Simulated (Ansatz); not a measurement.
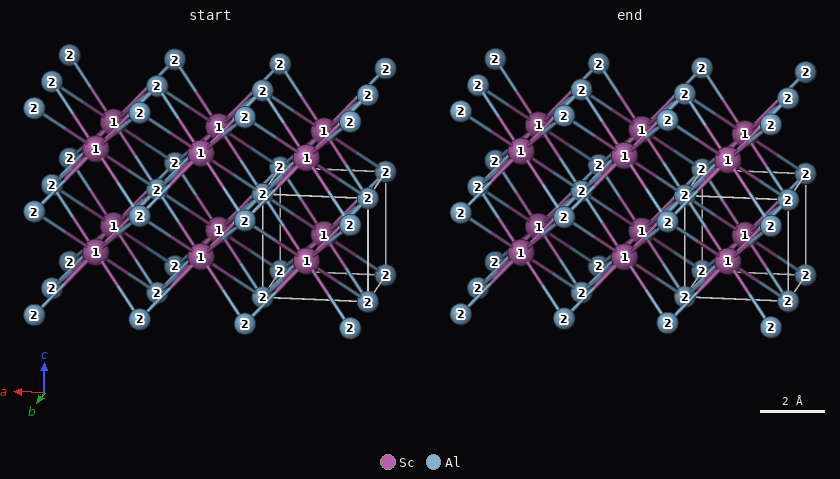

The structure of a crystal of ScAl (set up in Pm-3m) before (left) and after (right) a relaxation, at one scale.

The picture is a ball-and-stick view of the cell of the calculation, repeated 3 × 2 × 2 with one cell outlined, seen from a free direction.

The run lets cell and atoms move.

The calculation used Kohn-Sham DFT of a periodic cell, LDA, Ansatz PAW in Ansatz 0.2.0.

Input
```yaml
crystal:
  lattice:
    - [3.37034897, 0.0, 0.0]
    - [0.0, 3.37034897, 0.0]
    - [0.0, 0.0, 3.37034897]
  atoms:
    - { symbol: Sc, position: [0.5, 0.5, 0.5] }
    - { symbol: Al, position: [0.0, 0.0, 0.0] }
hamiltonian:
  xc: lda
  pseudopotentials: { kind: paw }
kpoints:
  mp_grid: { grid: [8, 8, 8] }
scf:
  occupations: { method: fermi_dirac, width: 0.05 }
output:
  forces: true
  stress: true
  eigenvalues: true
relax:
  f_tol: 0.01
  max_steps: 40
  cell: { stress_tol: 0.05 }
```

Launched with:
```bash
ansatz run input.yaml --threads 2 --pin off --max-ram 5632MiB --backend cpu --events-out ev --progress --plain --runs-dir out
```

What changed between the two?

The energy falls by 15.0 meV per atom in 3 accepted moves (4 points after the start). All forces vanish by symmetry, so only the cell relaxes. Pressure: −4.40 GPa at the start and −0.03 GPa at the end. The SCF was repeated once at an unchanged geometry on a basis and grid sized afresh for the cell, which shifted the energy by 0.2 meV per atom at most. No atom moves by more than 0.005 Å relative to the cell. The volume changes by −5.4 %, with a = b = c 3.370 → 3.308 Å (−1.8 %). Near-neighbour distances that change, for instance: Sc1–Sc1 3.370 → 3.308 Å, Sc1–Al2 2.919 → 2.865 Å. The space group stays Pm-3m (No. 221). The run took 3.4 s on 2 threads of Arm Neoverse V1, on a shared host, peak memory 0.29 GiB.
